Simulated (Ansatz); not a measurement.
Consider this structure, Si.

```cif
data_structure
_symmetry_space_group_name_H-M 'P 1'
_symmetry_Int_Tables_number 1
_cell_length_a 3.8816
_cell_length_b 3.8816
_cell_length_c 3.8816
_cell_angle_alpha 90.000
_cell_angle_beta 90.000
_cell_angle_gamma 90.000
_cell_volume 58.48
loop_
_atom_site_label
_atom_site_type_symbol
_atom_site_fract_x
_atom_site_fract_y
_atom_site_fract_z
_atom_site_occupancy
Si1 Si 0.00000 0.00000 0.00000 1
Si2 Si 0.00000 0.50000 0.50000 1
Si3 Si 0.50000 0.00000 0.50000 1
Si4 Si 0.50000 0.50000 0.00000 1
```

It is based on coordinates from a relaxation with Ansatz 0.2.0, DFT, RPBE, plane waves (420 eV) with PAW, scalar-relativistic; the starting structure was generated, so it need not be a known form of this composition.

**Predict the first 3 clear peaks of the X-ray G(r) with σ = 0.10 Å, and name the atom pairs.**

1. 2.74 Å: Si–Si at 2.74 Å
2. 3.88 Å: Si–Si at 3.88 Å
3. 4.75 Å: Si–Si at 4.75 Å

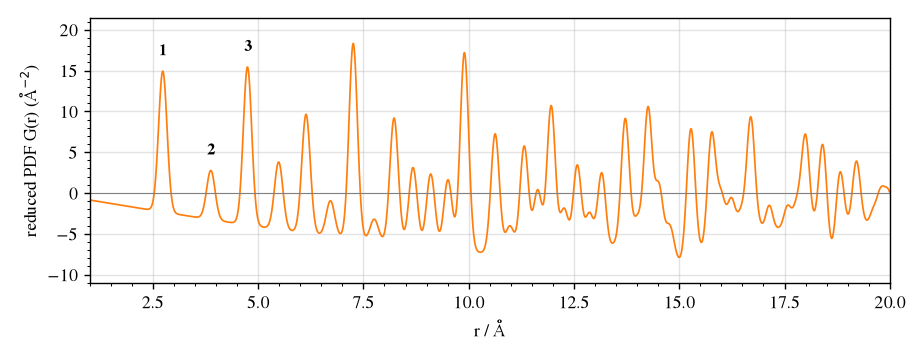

Computed X-ray G(r), with each pair weighted by the product of the atomic numbers (X-ray weights at Q = 0) and a uniform peak width σ = 0.10 Å, damped by exp(−(Q_damp r)²/2) with Q_damp = 0.060 Å⁻¹. There is no Q-range truncation.
